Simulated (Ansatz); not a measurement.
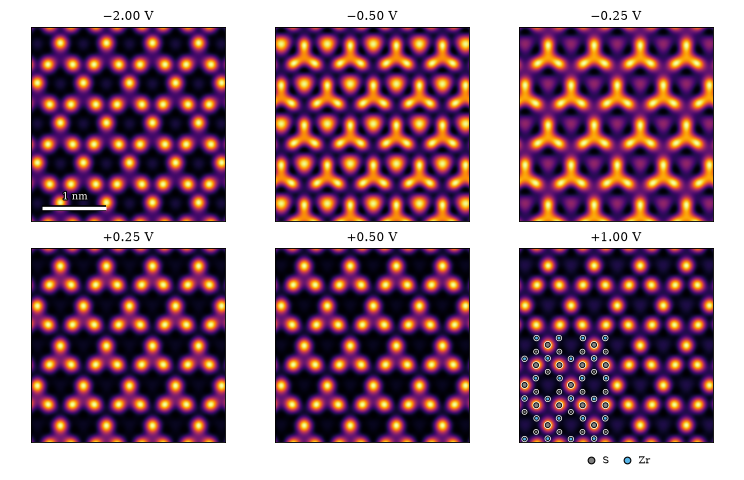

Constant-height images of monolayer ZrS2 with one S vacancy in a 2 × 2 cell at 6 sample biases, each on its own colour scale; the last has the atoms seen from above drawn over one corner (deeper ones smaller).

Images follow the Tersoff–Hamann model: the current is the local density of the sample's states between the Fermi level and the bias, at the tip's centre. Bias windows are sharp sums over the levels of the k mesh.

Computed with DFT PBE+D3(BJ), scalar-relativistic, plane waves, PAW in Ansatz 0.2.0. Cutoff 420 eV, 12 × 12 k-points, Gaussian smearing 0.05 eV, dipole correction. The defects repeat every 7.3 Å and interact, so states at the Fermi level and the work function belong to this dense array. Collinear spin, net moment 1.7 μB a cell; the stability of this spin state wasn't checked. The run warns that the functional's potential is rough in the thin density of the vacuum, where the tip is; weak contrasts and barriers may feel it.

Input

```yaml
crystal:
  lattice:
    - [7.303208492, 0.0, 0.0]
    - [-3.651604246, 6.3247640832, 0.0]
    - [0.0, 0.0, 22.9114569639]
  atoms:
    - { symbol: S, position: [0.3327117831, 0.1672882169, 0.4377830627] }
    - { symbol: S, position: [0.3327117831, 0.6654235662, 0.4377830627] }
    - { symbol: S, position: [0.8345764338, 0.1672882169, 0.4377830627] }
    - { symbol: S, position: [0.8333333333, 0.6666666667, 0.4334518211] }
    - { symbol: Zr, position: [-0.0053208181, -0.0106416362, 0.4983339077], spin: 0.19 }
    - { symbol: Zr, position: [-0.0053208181, 0.5053208181, 0.4983339077], spin: 0.19 }
    - { symbol: Zr, position: [0.5, 0.0, 0.501063711] }
    - { symbol: Zr, position: [0.5106416362, 0.5053208181, 0.4983339077], spin: 0.19 }
    - { symbol: S, position: [0.1629341716, 0.8314670858, 0.5645320671] }
    - { symbol: S, position: [0.6685329142, 0.3370658284, 0.5645320671] }
    - { symbol: S, position: [0.6685329142, 0.8314670858, 0.5645320671] }
basis:
  ecutwfc: 420.0
  fft_grid_basis: typed
kpoints:
  mp_grid: { grid: [12, 12, 1] }
hamiltonian:
  xc: pbe
  dispersion: d3bj
  pseudopotentials: { kind: paw }
scf:
  occupations: { method: gaussian, width: 0.05 }
output:
  forces: true
  eigenvalues: true
  populations: true
  band_densities:
    - { e_range: [-2.0, -1.0] }
    - { e_range: [-1.0, -0.5] }
    - { e_range: [-0.5, -0.25] }
    - { e_range: [-0.25, 0.0] }
    - { e_range: [0.0, 0.25] }
    - { e_range: [0.25, 0.5] }
    - { e_range: [0.5, 1.0] }
    - { e_range: [1.0, 1.5] }
  band_residual_tolerance: 1.0e-05
  write_potential: true
  elf: true
  write_density: true
  volumetric_format: npy
efield:
  axis: 3
  dipole_correction: true
  ramp_width: 0.04
magnetization:
  spin_polarized: true
checkpoint:
  read: start.run
  write: ck
  compress: false
  write_wavefunctions: false
  write_every: 100000
```

Run with:

```sh
ansatz run input.yaml --threads 4 --pin off --max-ram 8847MiB --backend cpu --events-out ev --progress --plain --runs-dir out
```

This last single point, started from the relaxation's saved density, took 4.7 min on 4 threads of Arm Neoverse N1, on a shared host, peak memory 2.8 GiB.

### How do the images change with bias?

```json
{"bias": "−2.00 V", "height (Å)": "3.0", "bright/dark": "4.6", "brightest over": "top S atoms"}
{"bias": "−0.50 V", "height (Å)": "3.0", "bright/dark": "3.2", "brightest over": "top S atoms and vacancy"}
{"bias": "−0.25 V", "height (Å)": "3.0", "bright/dark": "5.6", "brightest over": "top S atoms"}
{"bias": "+0.25 V", "height (Å)": "3.0", "bright/dark": "5.3", "brightest over": "top S atoms"}
{"bias": "+0.50 V", "height (Å)": "3.0", "bright/dark": "4.1", "brightest over": "top S atoms"}
{"bias": "+1.00 V", "height (Å)": "3.0", "bright/dark": "4.2", "brightest over": "top S atoms"}
```

The sheet has states at the Fermi level, so this model gives a current down to small biases. Its work function (top face) is 4.98 eV.
